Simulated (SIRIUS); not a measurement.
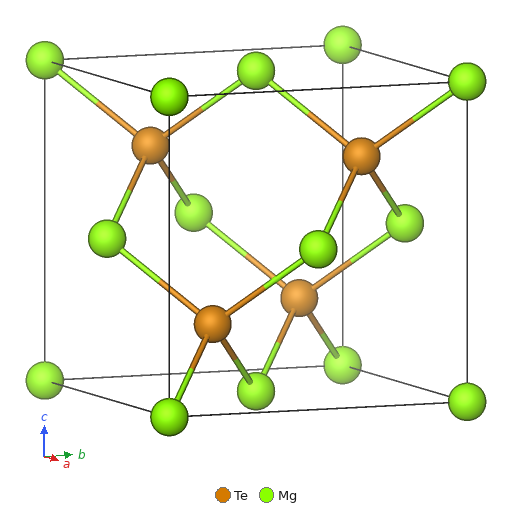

System: MgTe, space group F-43m (No. 216). The picture shows the conventional cell.

Structure:
```xyz
2
Lattice="0.0000 3.2320 3.2320 3.2320 0.0000 3.2320 3.2320 3.2320 0.0000" Properties=species:S:1:pos:R:3 pbc="T T T"
Te    1.6160    1.6160    1.6160
Mg    0.0000    0.0000    0.0000
```

Calculation (SIRIUS 7.12.0): plane-wave DFT, no spin polarisation; energies at scaled volumes of the given cell, shape and fractions fixed, counted from the fit's minimum, third-order Birch-Murnaghan fit. Level: PBEsol.

- k mesh: 7×7×7
- occupations: Fermi–Dirac
- smearing width: 0.05 eV
- potentials: dojo sr pbesol 0.4.1 standard
- wave cutoff: 1152 eV
- density cutoff: 4606 eV

What does the calculation give for the energy and pressure against volume? The volume takes the values 31.74, 32.41, 33.09, 33.76, 34.44, 35.11, 35.79 Å³/atom.

A third-order Birch–Murnaghan fit gives V0 = 33.39 Å³/atom, B0 = 36.2 GPa and B′ = 4.2. The energy is 10.07 meV/atom at volume 31.74 Å³/atom and 17.29 meV/atom at 35.79 Å³/atom; the lowest computed point is at volume 33.09 Å³/atom (0.31 meV/atom), and no other minimum shows. The pressure falls from 2.02 GPa at volume 31.74 Å³/atom to −2.19 GPa at 35.79 Å³/atom, and changes sign near 33.38 Å³/atom.

```csv
volume (Å³/atom),energy (meV/atom),pressure (GPa)
31.74,10.07,2.02
32.41,3.39,1.13
33.09,0.31,0.32
33.76,0.46,-0.41
34.44,3.53,-1.07
35.11,9.23,-1.66
35.79,17.29,-2.19
```

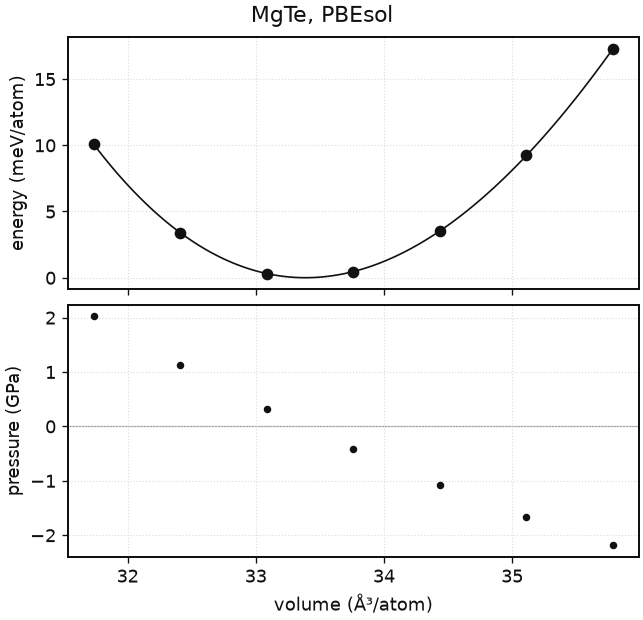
